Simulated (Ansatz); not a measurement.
System: Cu3O2.

Input

```
crystal:
  lattice:
    - [3.2200842451, 0.0, 0.0]
    - [-1.6100421226, 2.7886747586, 0.0]
    - [0.0, 0.0, 6.4859194206]
  atoms:
    - { symbol: Cu, position: [0.6666666667, 0.3333333333, 0.1809844286], spin: 0.19 }
    - { symbol: Cu, position: [0.6666666667, 0.3333333333, 0.8190155714], spin: 0.19 }
    - { symbol: Cu, position: [0.0, 0.0, 0.5] }
    - { symbol: O, position: [0.0, 0.0, 0.0], spin: 0.2 }
    - { symbol: O, position: [0.3333333333, 0.6666666667, 0.5] }
basis:
  ecutwfc: 420
kpoints:
  mp_grid: { grid: [12, 12, 6] }
hamiltonian:
  xc: pbe
scf:
  occupations: { method: gaussian, width: 0.1 }
output:
  forces: true
  stress: true
  eigenvalues: true
  populations: true
  write_density: true
  write_potential: true
  elf: true
  volumetric_format: npy
magnetization:
  spin_polarized: true
relax:
  adjacent_minimum: "off"
  f_tol: 0.01
  max_steps: 80
  cell: { stress_tol: 0.05 }
```

Command:

```sh
ansatz run input.yaml --threads 1 --pin off --max-ram 2560MiB --backend cpu --events-out ev --progress --plain --runs-dir out
```

Below, planes, directions and counts refer to the conventional cell (a = 3.23 Å, b = 3.23 Å, c = 6.45 Å, α = 90.00°, β = 90.00°, γ = 120.00°).

The fields are those of the run's last geometry, not of the input's.

Space group P-6m2; a structure generated by program, which may or may not match a known phase; spin-polarised.

These are results of Ansatz 0.2.0, DFT PBE, scalar-relativistic, plane waves, PAW, not measurements.

### Predict the valence pseudo-density and electron localisation function between the atoms.

Cu–O (1.86 Å): ρ is about 0.81 e/Å³ halfway; the ELF peaks at about 0.80 in the valence shell of O, 0.6 Å from its nucleus, and is about 0.20 at the midpoint; no shared electron pair shows on this line.

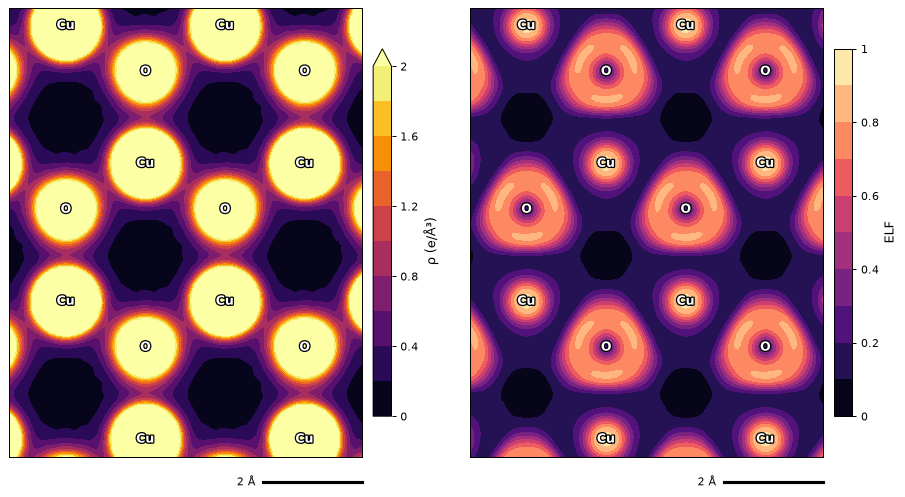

Computed valence pseudo-density and electron localisation function on the (001) plane of the conventional cell, in this order. 
